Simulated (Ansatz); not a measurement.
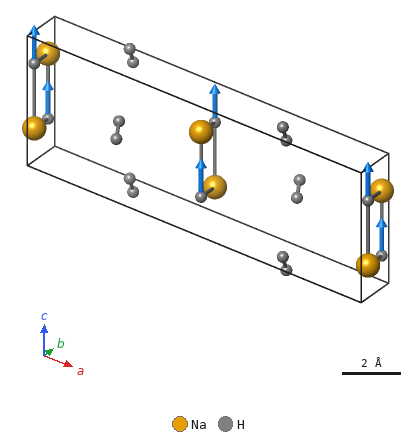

One vibrational mode of solid NaH3 (a generated structure) at the zone centre. The blue arrows give the relative displacements of the atoms. A ball-and-stick model of the conventional cell (2 times the calculation's cell), seen slightly off an axis. Lengths and directions refer to the drawn axes.

Theory: Ansatz 0.2.0, DFT PBE, scalar-relativistic, plane waves, PAW.

Input
```yaml
crystal:
  lattice:
    - [6.3452993998, -2.2869553617, -0.0313716655]
    - [6.3452993998, 2.2869553617, -0.0313716655]
    - [-1.5812269186, 0.0, 4.2890243899]
  atoms:
    - { symbol: Na, position: [0.2498862454, 0.7501137546, 0.75] }
    - { symbol: Na, position: [0.7501137546, 0.2498862454, 0.25] }
    - { symbol: H, position: [0.5558786617, 0.942915342, 0.0592855216] }
    - { symbol: H, position: [0.749929496, 0.250070504, 0.75] }
    - { symbol: H, position: [0.057084658, 0.4441213383, 0.4407144784] }
    - { symbol: H, position: [0.942915342, 0.5558786617, 0.5592855216] }
    - { symbol: H, position: [0.4441213383, 0.057084658, 0.9407144784] }
    - { symbol: H, position: [0.250070504, 0.749929496, 0.25] }
basis:
  ecutwfc: 420
kpoints:
  mp_grid: { grid: [6, 6, 6] }
hamiltonian:
  xc: pbe
scf:
  occupations: { method: fixed }
output:
  eigenvalues: true
phonons:
  method: dfpt
  dielectric: true
  rigid_motions: translations
  eigenvectors: true
  qmesh: [2, 2, 2]
  temperatures: { t_max: 1000, t_step: 100 }
  qpath:
    path:
      - [[0.0, 0.0, 0.0], [-0.28702389, 0.28702389, 0.0]]
      - [[-0.71297611, -0.28702389, 0.0], [-0.5, -0.5, 0.0], [0.0, 0.0, 0.0], [-0.5, -0.5, 0.5], [-0.74900746, -0.25099254, 0.5]]
      - [[-0.25099254, 0.25099254, 0.5], [0.0, 0.0, 0.5], [0.0, 0.0, 0.0]]
      - [[-0.5, 0.0, 0.5], [0.0, 0.0, 0.0], [-0.5, 0.0, 0.0]]
    npoints: 8
```

Command:
```bash
ansatz run input.yaml --threads 4 --pin off --max-ram 8192MiB --backend cpu --events-out ev --progress --plain --runs-dir out
```

Frequencies are those without the non-analytic (LO–TO) term.

Q: Give the symmetry, activity and frequency of this mode.

A: This is the B_u mode at 676 cm⁻¹, optical level 15 of 17, counted from below (1 lower level is imaginary, so the structure is unstable), infrared-active by symmetry. The Na and H (8f) atoms hardly move; the H (4e) sublattice moves as a whole against them, along c; the kinetic energy is shared as H 96 %, Na 4 %. Its infrared intensity is 44 (D/Å)²/amu.
